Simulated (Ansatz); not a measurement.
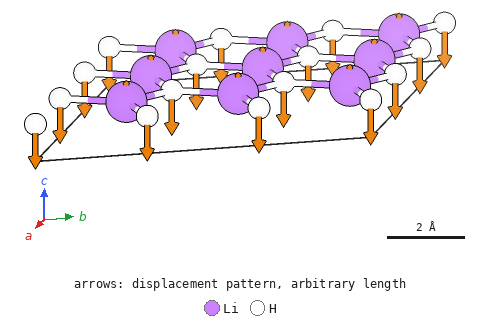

The lowest optical mode of a free-standing layer of LiH (a generated structure), space group P-6m2 (No. 187), at the zone centre. Displacements are drawn as orange arrows; their common scale and sign are arbitrary. A ball-and-stick model of the 3 × 3 repeat of the cell, outlined in the plane, without the vacuum, seen slightly off an axis.

Theory: DFT PBE, scalar-relativistic, plane waves, PAW in Ansatz 0.2.0.

Input file:
```yaml
crystal:
  lattice:
    - [3.0782453296, -3.418e-07, 0.0]
    - [-1.5391223688, 2.6658388255, 0.0]
    - [0.0, 0.0, 25.327189]
  atoms:
    - { symbol: Li, position: [0.3333333333, 0.6666666667, 0.2961244534] }
    - { symbol: H, position: [0.0, 0.0, 0.2961244534] }
  periodic: [true, true, false]
basis:
  ecutwfc: 420
kpoints:
  mp_grid: { grid: [12, 12, 1] }
hamiltonian:
  xc: pbe
scf:
  occupations: { method: fixed }
output:
  eigenvalues: true
phonons:
  method: dfpt
  eigenvectors: true
  qmesh: [3, 3, 1]
  temperatures: { t_max: 1000, t_step: 100 }
  qpath:
    path:
      - [[0.0, 0.0, 0.0], [0.5, 0.0, 0.0], [0.33333333, 0.33333333, 0.0], [0.0, 0.0, 0.0], [0.0, 0.0, 0.5], [0.5, 0.0, 0.5], [0.33333333, 0.33333333, 0.5], [0.0, 0.0, 0.5]]
      - [[0.5, 0.0, 0.5], [0.5, 0.0, 0.0]]
      - [[0.33333333, 0.33333333, 0.5], [0.33333333, 0.33333333, 0.0]]
    npoints: 8
```

Command:
```bash
ansatz run input.yaml --threads 1 --pin off --max-ram 2048MiB --backend cpu --events-out ev --progress --plain --runs-dir out
```

Frequencies are those without the non-analytic (LO–TO) term.

Question: Is the structure stable against all modes at this point?

Answer: Yes: this softest mode has a real frequency, and so have all others here. That speaks for this wave vector alone: the rest of the zone wasn't checked in this run. This is the A₂″ mode at 22.3 THz, the lowest optical level, infrared-active by symmetry. The H sublattice moves against the Li sublattice, along c of the drawn cell; the H–Li bond lengths don't change to first order, so for these it is a bending, tilting or sliding motion; the kinetic energy is shared as H 87 %, Li 13 %.
